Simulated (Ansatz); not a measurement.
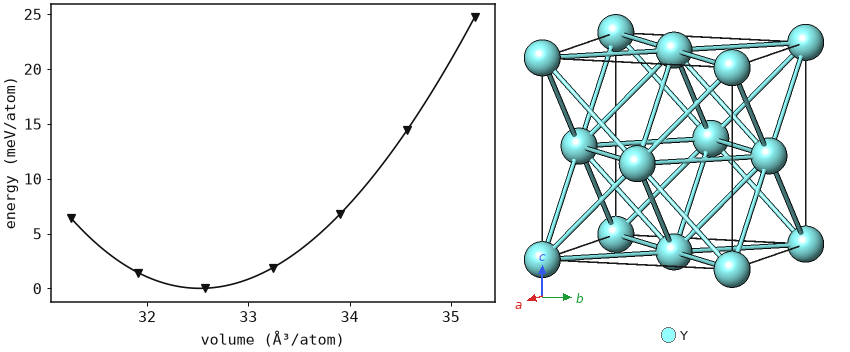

The figure shows the energy against volume for Y, space group Fm-3m (No. 225). The conventional cell is drawn beside the plot.

Starting cell:
```
Y
1.0
     0.00000    2.55199    2.55199
     2.55199    0.00000    2.55199
     2.55199    2.55199    0.00000
Y
1
Direct
  0.00000 0.00000 0.00000
```

Computed with Ansatz 0.2.0: plane-wave DFT, no spin polarisation; energies at scaled volumes of the given cell, shape and fractions fixed, counted from the fit's minimum, third-order Birch-Murnaghan fit. Level: PBE.

```csv
setting,value
k mesh,9×9×9
occupations,Fermi–Dirac
smearing width,0.05 eV
potentials,Ansatz PAW
wave cutoff,420 eV
density cutoff,1680 eV
```

> Give the fitted equation-of-state parameters.

A third-order Birch–Murnaghan fit gives V0 = 32.52 Å³/atom, B0 = 39 GPa and B′ = 3.0.
